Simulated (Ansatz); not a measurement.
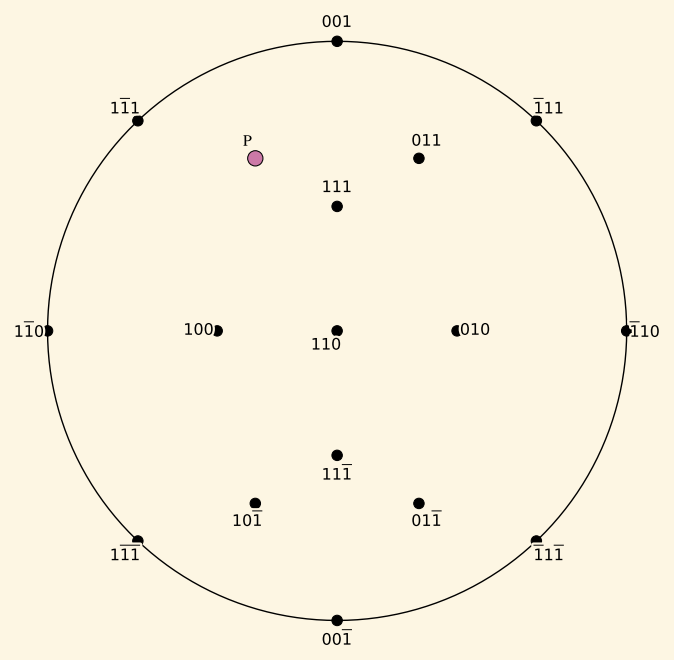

Stereographic projection of plane normals (upper hemisphere) centred on (1 1 0). Crystal: SnO₂, the geometry relaxed with Ansatz 0.2.0, DFT PBE, scalar-relativistic, plane waves, PAW; the starting structure was generated, so it need not be a known form of this composition. The drawing is computed from the coordinates (standard cell, symmetry found to 0.002 Å).

a = 4.828 Å, b = 4.828 Å, c = 3.237 Å, α = 90.00°, β = 90.00°, γ = 90.00°.

> Index the pole marked P.

P is (1 0 1), 66.8° from the centre.

> What is the angle between the normals of (1 −1 1) and (1 1 −1), and what are their d_hkl = 1/|g|?

121.8°; d = 2.349 Å and 2.349 Å.
